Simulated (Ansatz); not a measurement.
System: a (010) slab cut from P (Cmce), 16 atoms in the cell, the slab at its places in the relaxed adsorbed structure.

```
P
1.0
     6.64505    0.00000    0.00000
     0.00000    8.33372    0.00000
     0.00000    0.00000   20.16835
P
16
Direct
  0.25000 0.46405 0.39666
  0.25000 0.96405 0.39666
  0.75000 0.46405 0.39666
  0.75000 0.96405 0.39666
  0.50000 0.28595 0.39666
  0.50000 0.78595 0.39666
  0.00000 0.28595 0.39666
  0.00000 0.78595 0.39666
  0.75029 0.03611 0.50314
  0.74946 0.53603 0.50344
  0.24976 0.03591 0.50310
  0.25054 0.53609 0.50345
  0.49996 0.21299 0.50334
  0.50002 0.71391 0.50351
  0.00009 0.21413 0.50322
  0.99998 0.71261 0.50334
```

Computed with Ansatz: DFT PBE+D3(BJ), scalar-relativistic, plane waves, PAW, no spin polarisation, 3×3×1 k mesh, Gaussian smearing of 0.1 eV.

What does the potential across the slab give for the band edges against vacuum?

From the vacuum level at the right face the ionisation potential is 4.54 eV and the electron affinity 4.23 eV; the left face gives the same. The slab's gap, their difference before rounding, is 0.31 eV. The two vacuum levels agree, so the slab has no net dipole along its normal. The outermost atoms are 2.2 Å apart, which leaves 18.0 Å of vacuum in a cell 20.2 Å high.

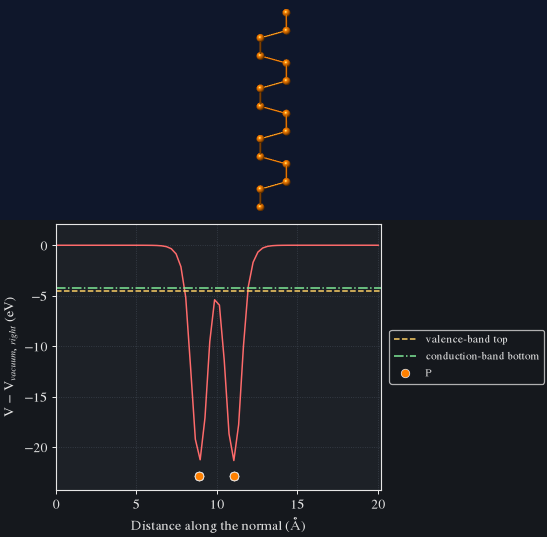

Plane-averaged electrostatic potential energy of an electron across the slab; circles at the bottom mark the heights of the atoms. The structure is drawn too.
